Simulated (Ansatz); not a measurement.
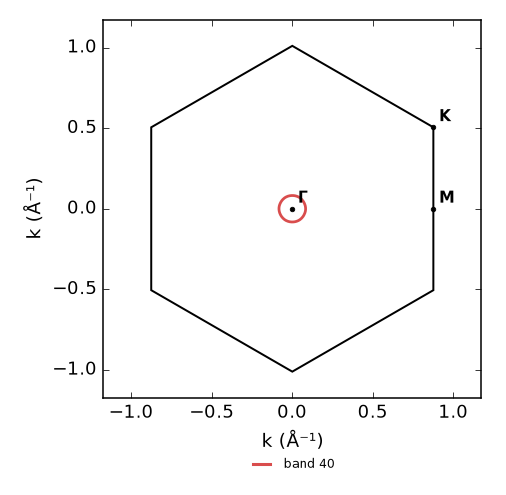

Constant-energy contours of a single layer of Bi$_{2}$Se$_{3}$ (space group of the slab cell P-3m1), 0.20 eV above the conduction-band minimum (one colour a band).

Level of theory: DFT PBE, scalar-relativistic, plane waves, PAW; levels and slopes on a dense k mesh at the converged density in Ansatz. No spin polarisation. Mesh 54×54×1, interpolated with the band slopes. Unrelaxed database geometry.

Masses come from a second pass at points close to the extrema; at the energies drawn a band may no longer be parabolic.

> Describe the band extrema that these surfaces surround.

Band 40 forms the conduction edge. Within this energy: one minimum at Γ, mass 0.11 mₑ in all directions. Further from the edge, not drawn: six equivalent minima on the Γ–M line, 0.82 eV above the edge, principal masses 0.16 and 4.45 mₑ; three equivalent minima at M, 0.83 eV above the edge, nearly flat in one direction, with mass 0.17 mₑ across.

> And the gap?

The gap is indirect, 0.87 eV at this level of theory (semilocal functionals give gaps that are too small, and can reorder valleys that lie close).

Spin-orbit coupling, left out here, can change the gap, its kind, the place of the band edges and the masses, since the compound holds Bi and Se.

Time for the whole run: 3.1 min on 2 threads of Arm Neoverse N1 (shared host), peak memory 1.8 GiB.
